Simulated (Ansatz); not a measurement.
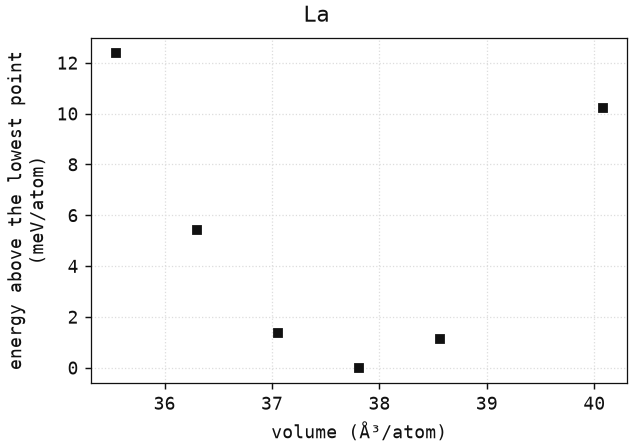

The picture above shows the energy above the lowest point against volume for La, space group Im-3m (No. 229) (one of a set of cubic test structures, which need not be the stable phase).

Method: equation of state of a cubic crystal from periodic Kohn-Sham density functional theory without spin, third-order Birch-Murnaghan fit to the free energies; pressure corrected for the finite basis (Ansatz 0.2.0 development build). Level: PBE.

| setting | value |
| --- | --- |
| structure type | bcc |
| atoms in cell | 1 |
| space group number | 229 |
| lattice centring | body-centred primitive |
| k mesh | 18×18×18 |
| occupation method | Fermi–Dirac |
| occupation width | 0.06123 eV |
| wave cutoff | 700 eV |
| datasets | hard PAW |
| density tolerance | 1e−09 eV |
| bands | 15 |
| density cutoff ratio | 4 |
| search for lower states | default |

The point at volume 39.32 Å³/atom is left out of the plot. What does the calculation give there?

```
volume (Å³/atom)  energy above the lowest point (meV/atom)
           39.32                                       4.6
```

Keep in mind: cubic model structure, not the ambient form; modest k-mesh, values are not fully converged in k.
